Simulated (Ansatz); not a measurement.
**Geometry relaxation, with input and output: Cd (part 3 of 3)**

Continued. System: Cd (slab, 12 atoms in the cell). Method: DFT PBEsol, scalar-relativistic, plane waves, PAW, no spin polarisation (Ansatz 0.2.0); cutoff 420 eV, 12×6×1 k-mesh, Gaussian smearing of 0.1 eV. The structure derives from an entry of the Crystallography Open Database.

Geometry of the input (Å; fractional positions):
```
2.9442  0.0000  0.0000
0.0000  5.6103  0.0000
0.0000  0.0000  28.5987
Cd 0.0000  0.7500  0.2622
Cd 0.5000  0.2500  0.2920
Cd 0.5000  0.7500  0.3514
Cd 0.0000  0.2500  0.3811
Cd 0.0000  0.7500  0.4406
Cd 0.5000  0.2500  0.4703
Cd 0.5000  0.7500  0.5297
Cd 0.0000  0.2500  0.5594
Cd 0.0000  0.7500  0.6189
Cd 0.5000  0.2500  0.6486
Cd 0.5000  0.7500  0.7080
Cd 0.0000  0.2500  0.7378
```

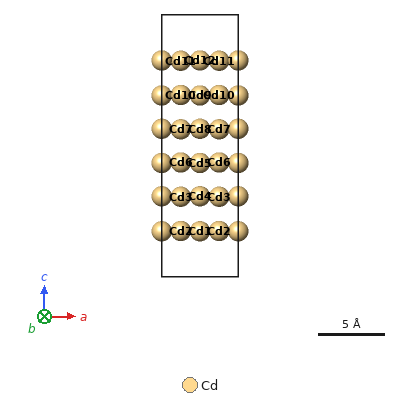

Fig. 1: The geometry at step 4 of the log (spheres-only view of the 2 × 1 repeat of the cell, with the vacuum cut short, along the b axis; atoms are numbered from 1 in the order of the input).

Output, continued:
```
  k-point 0: bands = ["-96.8482", "-96.8468", "-96.8462", "-96.8448", "-96.7704", "-96.7704", "-96.7688", "-96.7688", "-96.5627", "-96.5627", "-96.5603", "-96.5603", "-57.9432", "-57.9403", "-57.9395", "-57.9363", "-57.9176", "-57.9155", "-57.9149", "-57.9126", "-57.9082", "-57.9032", "-57.9017", "-57.8968", "-57.8612", "-57.8612", "-57.8524", "-57.8517", "-57.8500", "-57.8493", "-57.8370", "-57.8370", "-57.8261", "-57.8261", "-57.8211", "-57.8211", "-57.6596", "-57.6596", "-57.6562", "-57.6562", "-57.6494", "-57.6494", "-57.6252", "-57.6252", "-57.6109", "-57.6109", "-57.6056", "-57.6056", "-3.8593", "-3.7198", "-3.6919", "-3.6596", "-3.6065", "-3.5763", "-3.5318", "-3.4551", "-3.3786", "-3.3772", "-3.3761", "-3.3556", "-3.2592", "-3.2410", "-3.1250", "-3.1064", "-3.0914", "-3.0597", "-3.0208", "-3.0146", "-2.9730", "-2.8775", "-2.8627", "-2.8560", "-2.8547", "-2.8524", "-2.8504", "-2.7755", "-2.7449", "-2.7072", "-2.7000", "-2.6795", "-2.6440", "-2.6341", "-2.6165", "-2.6077", "-2.5824", "-2.5101", "-2.5051", "-2.4812", "-2.4811", "-2.4609", "-2.4166", "-2.3744", "-2.3604", "-2.2890", "-2.2404", "-2.2236", "-2.2186", "-2.2147", "-2.1917", "-2.1251", "-2.1198", "-2.1136", "-2.0989", "-2.0717", "-2.0355", "-2.0321", "-2.0315", "-1.9784", "-1.9088", "-1.9087", "-1.2644", "-0.1950", "1.1682", "2.9499", "3.2347", "3.2688", "3.5978", "3.9006", "4.1380", "4.2770", "4.7085", "4.9112", "5.6323", "5.9895", "6.5663", "6.6183", "7.5017", "7.8129", "8.4169", "8.4408", "9.7548", "10.0420", "11.3119", "11.3216", "11.3389", "12.5434", "12.9205", "13.2194", "13.2866", "13.5670", "13.8923", "14.5395", "14.8024", "14.9381"]
  k-point 1: bands = ["-96.8481", "-96.8469", "-96.8461", "-96.8449", "-96.7704", "-96.7704", "-96.7689", "-96.7689", "-96.5627", "-96.5627", "-96.5603", "-96.5603", "-57.9430", "-57.9405", "-57.9379", "-57.9347", "-57.9175", "-57.9165", "-57.9157", "-57.9142", "-57.9079", "-57.9036", "-57.9014", "-57.8971", "-57.8595", "-57.8595", "-57.8523", "-57.8516", "-57.8501", "-57.8495", "-57.8386", "-57.8386", "-57.8258", "-57.8258", "-57.8214", "-57.8214", "-57.6595", "-57.6595", "-57.6563", "-57.6563", "-57.6478", "-57.6478", "-57.6268", "-57.6268", "-57.6106", "-57.6106", "-57.6060", "-57.6060", "-3.8400", "-3.6997", "-3.6841", "-3.6400", "-3.5848", "-3.5293", "-3.5219", "-3.4532", "-3.3612", "-3.3584", "-3.3563", "-3.3147", "-3.2507", "-3.2316", "-3.0964", "-3.0799", "-3.0741", "-3.0603", "-3.0317", "-2.9901", "-2.9658", "-2.9015", "-2.8704", "-2.8347", "-2.8236", "-2.8235", "-2.8121", "-2.7745", "-2.7392", "-2.7384", "-2.6639", "-2.6614", "-2.6531", "-2.6508", "-2.6414", "-2.5956", "-2.5415", "-2.4997", "-2.4944", "-2.4637", "-2.4455", "-2.4448", "-2.4366", "-2.4216", "-2.4009", "-2.2859", "-2.2840", "-2.2499", "-2.2313", "-2.2277", "-2.2194", "-2.1666", "-2.1657", "-2.1593", "-2.0967", "-2.0944", "-2.0396", "-2.0282", "-1.9820", "-1.9494", "-1.9493", "-1.8811", "-1.0991", "-0.0426", "1.3123", "1.5010", "2.0021", "2.6796", "3.0745", "3.5596", "4.4589", "4.6958", "5.2777", "5.7626", "6.1423", "6.4451", "6.7021", "7.2842", "7.4490", "8.5708", "8.6365", "8.9653", "9.8849", "10.1762", "11.0872", "11.4439", "11.4549", "12.0819", "13.0510", "13.2370", "13.4227", "13.4935", "13.6936", "14.1807", "14.7039", "14.7591"]
  k-point 2: bands = ["-96.8479", "-96.8471", "-96.8458", "-96.8451", "-96.7701", "-96.7701", "-96.7691", "-96.7691", "-96.5626", "-96.5626", "-96.5604", "-96.5604", "-57.9425", "-57.9410", "-57.9334", "-57.9304", "-57.9210", "-57.9186", "-57.9170", "-57.9160", "-57.9070", "-57.9045", "-57.9005", "-57.8980", "-57.8551", "-57.8551", "-57.8519", "-57.8513", "-57.8503", "-57.8498", "-57.8430", "-57.8430", "-57.8249", "-57.8249", "-57.8223", "-57.8223", "-57.6593", "-57.6592", "-57.6566", "-57.6566", "-57.6434", "-57.6434", "-57.6312", "-57.6312", "-57.6098", "-57.6098", "-57.6068", "-57.6068", "-3.7893", "-3.6873", "-3.6457", "-3.5876", "-3.5278", "-3.5256", "-3.4703", "-3.3955", "-3.3775", "-3.3078", "-3.3030", "-3.2244", "-3.2180", "-3.1990", "-3.0760", "-3.0701", "-3.0587", "-3.0071", "-2.9809", "-2.9651", "-2.9513", "-2.9459", "-2.8996", "-2.8909", "-2.8012", "-2.7550", "-2.7397", "-2.7206", "-2.7131", "-2.7064", "-2.7059", "-2.6748", "-2.6740", "-2.6316", "-2.5648", "-2.5459", "-2.5419", "-2.5380", "-2.5177", "-2.4858", "-2.4503", "-2.4366", "-2.3999", "-2.3802", "-2.3463", "-2.3445", "-2.3444", "-2.3145", "-2.3108", "-2.2785", "-2.2742", "-2.2705", "-2.2556", "-2.2324", "-2.0837", "-2.0596", "-2.0576", "-2.0509", "-2.0177", "-1.9917", "-1.9131", "-1.3876", "-0.6233", "0.0405", "0.4054", "0.5549", "1.2650", "1.7358", "2.2022", "3.4207", "3.4466", "4.9602", "4.9779", "6.6850", "7.1039", "7.5393", "8.0143", "8.4312", "8.6763", "8.9531", "9.6896", "9.9489", "10.2679", "10.5745", "11.5164", "11.8188", "11.8417", "11.8956", "12.3198", "12.5256", "12.6104", "13.1166", "13.5222", "13.5715", "13.7322", "13.8480"]
  k-point 27: bands = ["-96.8441", "-96.8441", "-96.8439", "-96.8439", "-96.7675", "-96.7675", "-96.7668", "-96.7668", "-96.5600", "-96.5600", "-96.5581", "-96.5581", "-57.9494", "-57.9494", "-57.9493", "-57.9493", "-57.9235", "-57.9235", "-57.9233", "-57.9233", "-57.9193", "-57.9193", "-57.9193", "-57.9193", "-57.8672", "-57.8672", "-57.8665", "-57.8665", "-57.8492", "-57.8492", "-57.8482", "-57.8482", "-57.8438", "-57.8438", "-57.8433", "-57.8433", "-57.6562", "-57.6562", "-57.6538", "-57.6538", "-57.6530", "-57.6530", "-57.6517", "-57.6517", "-57.6320", "-57.6320", "-57.6307", "-57.6307", "-3.6657", "-3.6657", "-3.6656", "-3.6656", "-3.5514", "-3.5514", "-3.5514", "-3.5514", "-3.4600", "-3.4600", "-3.4594", "-3.4594", "-3.3997", "-3.3997", "-3.3993", "-3.3993", "-3.2215", "-3.2215", "-3.2203", "-3.2203", "-3.0643", "-3.0643", "-3.0630", "-3.0630", "-2.6385", "-2.6385", "-2.6385", "-2.6385", "-2.5599", "-2.5599", "-2.5594", "-2.5594", "-2.4854", "-2.4854", "-2.4851", "-2.4851", "-2.3723", "-2.3723", "-2.3705", "-2.3705", "-2.2029", "-2.2029", "-2.2029", "-2.2029", "-2.1484", "-2.1484", "-2.1478", "-2.1478", "-2.0662", "-2.0662", "-2.0659", "-2.0659", "-2.0079", "-2.0079", "-2.0073", "-2.0073", "-1.8281", "-1.8281", "-1.8270", "-1.8270", "3.9755", "3.9755", "3.9757", "3.9757", "4.3065", "4.3065", "4.3074", "4.3074", "4.9742", "4.9742", "4.9801", "4.9801", "6.7480", "6.7480", "6.7502", "6.7502", "7.6031", "7.6031", "7.6051", "7.6051", "8.8023", "8.8023", "8.8033", "8.8033", "11.0382", "11.0382", "11.0413", "11.0413", "12.3461", "12.3461", "12.3473", "12.3473", "13.7219", "13.7219", "13.7236", "13.7236"]
--- Relaxed structure (6 steps of the walk, 6 accepted, 0 SCFs on fresh bases) ---
  F+E_penalty+E_count = -98207.67212600 eV   max|allowed force component| = 5.838e-3 eV/Å
  atoms:
    - { symbol: Cd, position: [0.0, 0.75, 0.27096837805400886] }
    - { symbol: Cd, position: [0.5, 0.25, 0.27052109746705233] }
    - { symbol: Cd, position: [0.5, 0.75, 0.36396302812609144] }
    - { symbol: Cd, position: [0.0, 0.25, 0.363495590331354] }
    - { symbol: Cd, position: [0.0, 0.75, 0.4548619299829302] }
    - { symbol: Cd, position: [0.5, 0.25, 0.45439723475608607] }
    - { symbol: Cd, position: [0.5, 0.75, 0.545602767798921] }
    - { symbol: Cd, position: [0.0, 0.25, 0.54513807341398] }
    - { symbol: Cd, position: [0.0, 0.75, 0.6365044088017355] }
    - { symbol: Cd, position: [0.5, 0.25, 0.6360369724870832] }
    - { symbol: Cd, position: [0.5, 0.75, 0.7294788993799237] }
    - { symbol: Cd, position: [0.0, 0.25, 0.7290316194008336] }
```

Trajectory as extended XYZ (Å, eV, eV/Å), 6 frames, from step=1 to step=6:
```
12
Lattice="2.9442 0.0000 0.0000 0.0000 5.6103 0.0000 0.0000 0.0000 28.5987" Properties=species:S:1:pos:R:3:forces:R:3 step=1 energy=-98207.30116
Cd    0.0000    4.2077    7.5000    0.0000   0.0000  -0.0044
Cd    1.4721    1.4026    8.3499    0.0000   0.0000  -0.4163
Cd    1.4721    4.2077   10.0498    0.0000   0.0000   0.2305
Cd    0.0000    1.4026   10.8997    0.0000   0.0000   0.0032
Cd    0.0000    4.2077   12.5995    0.0000   0.0000   0.1202
Cd    1.4721    1.4026   13.4494    0.0000   0.0000  -0.0920
Cd    1.4721    4.2077   15.1493    0.0000   0.0000   0.0920
Cd    0.0000    1.4026   15.9992    0.0000   0.0000  -0.1202
Cd    0.0000    4.2077   17.6990    0.0000   0.0000  -0.0032
Cd    1.4721    1.4026   18.5490    0.0000   0.0000  -0.2305
Cd    1.4721    4.2077   20.2488    0.0000   0.0000   0.4163
Cd    0.0000    1.4026   21.0987    0.0000   0.0000   0.0044
12
Lattice="2.9442 0.0000 0.0000 0.0000 5.6103 0.0000 0.0000 0.0000 28.5987" Properties=species:S:1:pos:R:3:forces:R:3 step=2 energy=-98207.48521
Cd    0.0000    4.2077    7.5264    0.0000   0.0000   0.0639
Cd    1.4721    1.4026    8.1555    0.0000   0.0000  -0.1983
Cd    1.4721    4.2077   10.1218    0.0000   0.0000   0.1135
Cd    0.0000    1.4026   10.7923    0.0000   0.0000  -0.0835
Cd    0.0000    4.2077   12.6819    0.0000   0.0000   0.0661
Cd    1.4721    1.4026   13.3617    0.0000   0.0000  -0.0792
Cd    1.4721    4.2077   15.2370    0.0000   0.0000   0.0792
Cd    0.0000    1.4026   15.9168    0.0000   0.0000  -0.0661
Cd    0.0000    4.2077   17.8064    0.0000   0.0000   0.0835
Cd    1.4721    1.4026   18.4769    0.0000   0.0000  -0.1135
Cd    1.4721    4.2077   20.4432    0.0000   0.0000   0.1983
Cd    0.0000    1.4026   21.0724    0.0000   0.0000  -0.0639
12
Lattice="2.9442 0.0000 0.0000 0.0000 5.6103 0.0000 0.0000 0.0000 28.5987" Properties=species:S:1:pos:R:3:forces:R:3 step=3 energy=-98207.61606
Cd    0.0000    4.2077    7.6524    0.0000   0.0000  -0.0229
Cd    1.4721    1.4026    7.9614    0.0000   0.0000  -0.0918
Cd    1.4721    4.2077   10.2430    0.0000   0.0000   0.0594
Cd    0.0000    1.4026   10.6247    0.0000   0.0000  -0.0185
Cd    0.0000    4.2077   12.7949    0.0000   0.0000   0.0880
Cd    1.4721    1.4026   13.2257    0.0000   0.0000  -0.0422
Cd    1.4721    4.2077   15.3731    0.0000   0.0000   0.0422
Cd    0.0000    1.4026   15.8039    0.0000   0.0000  -0.0880
Cd    0.0000    4.2077   17.9741    0.0000   0.0000   0.0185
Cd    1.4721    1.4026   18.3558    0.0000   0.0000  -0.0594
Cd    1.4721    4.2077   20.6374    0.0000   0.0000   0.0918
Cd    0.0000    1.4026   20.9464    0.0000   0.0000   0.0229
12
Lattice="2.9442 0.0000 0.0000 0.0000 5.6103 0.0000 0.0000 0.0000 28.5987" Properties=species:S:1:pos:R:3:forces:R:3 step=4 energy=-98207.67172
Cd    0.0000    4.2077    7.7384    0.0000   0.0000   0.0011
Cd    1.4721    1.4026    7.7614    0.0000   0.0000   0.0054
Cd    1.4721    4.2077   10.3905    0.0000   0.0000   0.0031
Cd    0.0000    1.4026   10.4285    0.0000   0.0000  -0.0166
Cd    0.0000    4.2077   12.9855    0.0000   0.0000  -0.0021
Cd    1.4721    1.4026   13.0261    0.0000   0.0000  -0.0081
Cd    1.4721    4.2077   15.5726    0.0000   0.0000   0.0081
Cd    0.0000    1.4026   15.6132    0.0000   0.0000   0.0021
Cd    0.0000    4.2077   18.1702    0.0000   0.0000   0.0166
Cd    1.4721    1.4026   18.2082    0.0000   0.0000  -0.0031
Cd    1.4721    4.2077   20.8374    0.0000   0.0000  -0.0054
Cd    0.0000    1.4026   20.8604    0.0000   0.0000  -0.0011
12
Lattice="2.9442 0.0000 0.0000 0.0000 5.6103 0.0000 0.0000 0.0000 28.5987" Properties=species:S:1:pos:R:3:forces:R:3 step=5 energy=-98207.67172
Cd    0.0000    4.2077    7.7384    0.0000   0.0000   0.0011
Cd    1.4721    1.4026    7.7614    0.0000   0.0000   0.0054
Cd    1.4721    4.2077   10.3905    0.0000   0.0000   0.0031
Cd    0.0000    1.4026   10.4285    0.0000   0.0000  -0.0166
Cd    0.0000    4.2077   12.9855    0.0000   0.0000  -0.0020
Cd    1.4721    1.4026   13.0261    0.0000   0.0000  -0.0081
Cd    1.4721    4.2077   15.5726    0.0000   0.0000   0.0081
Cd    0.0000    1.4026   15.6132    0.0000   0.0000   0.0020
Cd    0.0000    4.2077   18.1702    0.0000   0.0000   0.0166
Cd    1.4721    1.4026   18.2082    0.0000   0.0000  -0.0031
Cd    1.4721    4.2077   20.8374    0.0000   0.0000  -0.0054
Cd    0.0000    1.4026   20.8604    0.0000   0.0000  -0.0011
12
Lattice="2.9442 0.0000 0.0000 0.0000 5.6103 0.0000 0.0000 0.0000 28.5987" Properties=species:S:1:pos:R:3:forces:R:3 step=6 energy=-98207.67213
Cd    0.0000    4.2077    7.7494    0.0000   0.0000   0.0002
Cd    1.4721    1.4026    7.7366    0.0000   0.0000   0.0057
Cd    1.4721    4.2077   10.4089    0.0000   0.0000  -0.0015
Cd    0.0000    1.4026   10.3955    0.0000   0.0000   0.0011
Cd    0.0000    4.2077   13.0085    0.0000   0.0000   0.0043
Cd    1.4721    1.4026   12.9952    0.0000   0.0000   0.0058
Cd    1.4721    4.2077   15.6035    0.0000   0.0000  -0.0058
Cd    0.0000    1.4026   15.5903    0.0000   0.0000  -0.0043
Cd    0.0000    4.2077   18.2032    0.0000   0.0000  -0.0011
Cd    1.4721    1.4026   18.1899    0.0000   0.0000   0.0015
Cd    1.4721    4.2077   20.8622    0.0000   0.0000  -0.0057
Cd    0.0000    1.4026   20.8494    0.0000   0.0000  -0.0002
```

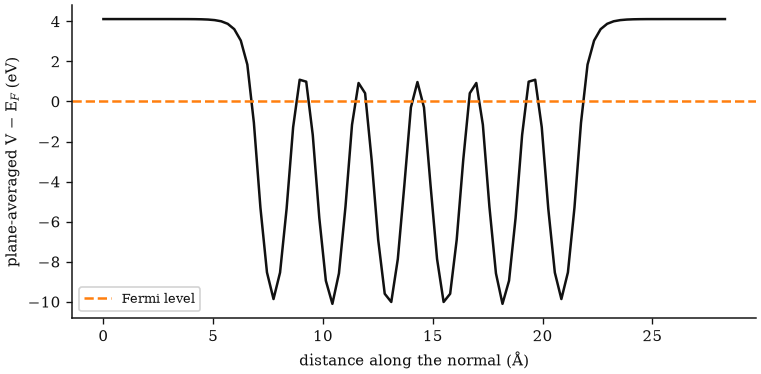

Fig. 2: Plane average of the electrostatic potential energy of an electron across the cell, from the Fermi level. The vacuum level lies 4.11 eV above the Fermi level.

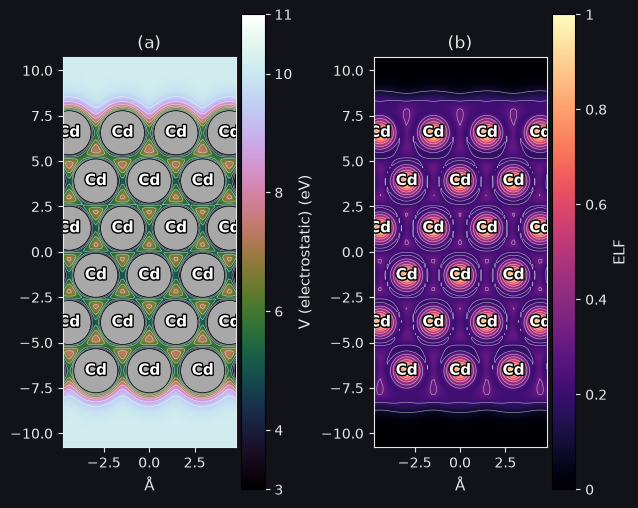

Fig. 3: (a) electrostatic potential energy of an electron; (b) electron localisation function on the (010) plane of the calculation cell, a cut from vacuum to vacuum. Grey discs, where drawn, cover atomic cores. Cd–Cd (2.94 Å): the ELF is about 0.30 at the midpoint; no localised pair between them. Cd–Cd (2.99 Å): the ELF is about 0.20 at the midpoint (no shared electron pair). Cd–Cd (3.04 Å): the ELF is about 0.20 at the midpoint; no localised pair between them. The strong features right at Cd lie inside the PAW spheres (semicore, d or f shells) and say nothing about bonding. Core electrons are frozen (PAW), so the fields are smoothed inside the atomic spheres.

Results in brief:

- outcome: converged
- electrons treated: 240
- free energy: −98207.6721 eV
- work function, top face: 4.11 eV
- work function, bottom face: 4.11 eV
- Fermi energy: 6.038 eV
- gap on the k-point mesh: none (metallic)
- final volume: 472.39 Å³
- work function (upper face): 4.11 eV
- largest force (length of the vector) at the end: 0.006 eV/Å
- wall time: 8.8 min (CPU time 18 min)
- peak memory: 1.9 GiB

Notes:

Warnings of the run: the exchange-correlation potential is rough where the density is thin.
